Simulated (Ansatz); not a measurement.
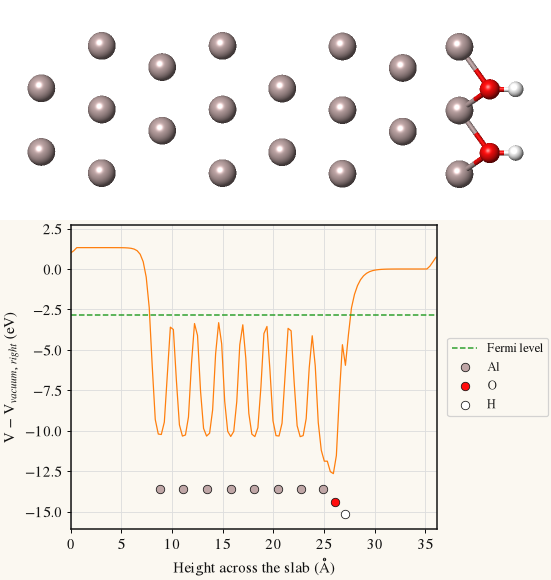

Plane-averaged electrostatic potential energy of an electron across the slab; circles at the bottom mark the heights of the atoms (positions after relaxation). The structure is drawn too.

System: a (001) slab cut from Al (P6_3/mmc), of composition Al₈HO (not the bulk's), ended by Al planes, 10 atoms in the cell.

Method: DFT PBEsol, scalar-relativistic, plane waves, PAW, no spin polarisation, 12×12×1 k mesh, Gaussian smearing of 0.1 eV (Ansatz 0.2.0).

Read off the work function of each face.

Answer. The work function is 2.82 eV at the right face and 4.14 eV at the left.

Do the two faces differ, and what does that say about the slab's dipole?

Answer. The vacuum level is 1.32 eV higher at the left than at the right, so the slab carries a dipole along its normal; the ramp in the vacuum, at or near the edge of the plot, is the dipole correction that keeps each side flat. Some atoms were held fixed in the relaxation, which can itself make the faces differ.

The electron count is odd and the run has no spin polarisation, so a magnetic state may lie lower.
